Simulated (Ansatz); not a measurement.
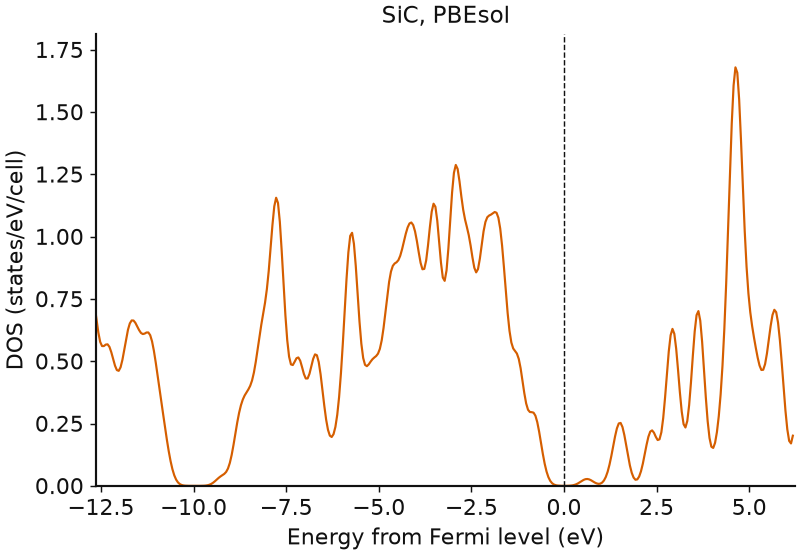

Density of states. Energies are counted from the Fermi level, put mid-gap where there is a gap. The curve is built from the levels of the k mesh with Gaussians 0.4 eV wide, which also blur the band edges.

Input of the run:

```
crystal:
  lattice:
    - [0.0, 2.1780523476, 2.1780523476]
    - [2.1780523476, 0.0, 2.1780523476]
    - [2.1780523476, 2.1780523476, 0.0]
  atoms:
    - { symbol: Si, position: [0.0, 0.0, 0.0] }
    - { symbol: C, position: [0.25, 0.25, 0.25] }
kpoints:
  mp_grid: { grid: [8, 8, 8] }
hamiltonian:
  xc: pbesol
scf:
  occupations: { method: fixed }
  n_extra_bands: 4
output:
  forces: true
  stress: true
  eigenvalues: true
```

Command:
```bash
ansatz run input.yaml --threads 4 --pin off --max-ram 3686MiB --backend cpu --events-out ev --progress --plain --runs-dir out
```

Question: Metal or insulator, going by the density of states?

Answer: There is a gap; over the k points computed it is 1.24 eV (indirect; the smallest direct gap is 4.45 eV).

Question: How wide is the upper valence band?

Answer: The upper group of valence states starts about 8.6 eV under the valence-band top (which lies at −0.6 eV on this axis), with a gap beneath it; it holds about 6 electrons a cell.
